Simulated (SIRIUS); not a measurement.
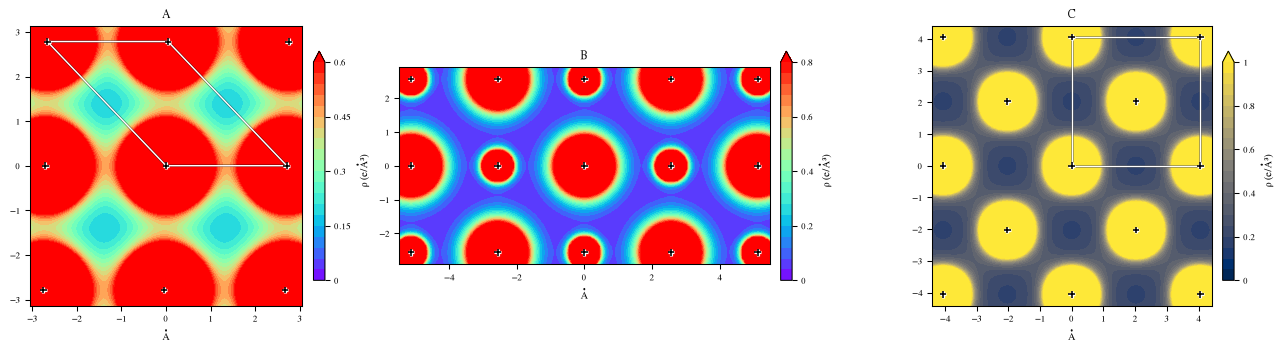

The total electron density of 3 systems, each on a plane through atoms (crosses mark nuclei in the plane).

Theory: Kohn-Sham DFT of a periodic cell, PBE, all-electron FP-LAPW (SIRIUS 7.12.0).

System 1: LiCl, the (001) plane of the conventional cell. Space group Fm-3m.

```
CELL_PARAMETERS angstrom
5.12954 0.00000 0.00000
0.00000 5.12954 0.00000
0.00000 0.00000 5.12954
ATOMIC_POSITIONS crystal
Cl 0.50000 0.00000 0.00000
Cl 0.00000 0.50000 0.00000
Cl 0.00000 0.00000 0.50000
Cl 0.50000 0.50000 0.50000
Li 0.00000 0.00000 0.00000
Li 0.50000 0.50000 0.00000
Li 0.50000 0.00000 0.50000
Li 0.00000 0.50000 0.50000
```

System 2: W, the (100) plane of the conventional cell. Space group Fm-3m.

System 3: Os, the (011̄) plane of the conventional cell. Space group P-1.

Question: Which map belongs to which system?

Answer: Panel A is system 3, Os: the plane holds Os. Os–Os (2.71 Å): ρ is about 0.47 e/Å³ halfway. Panel B is system 1, LiCl: the plane holds Cl and Li. Li–Cl (2.56 Å): ρ is about 0.22 e/Å³ halfway. Panel C is system 2, W: the plane holds W. W–W (2.87 Å): ρ at the midpoint is about 0.34 e/Å³.
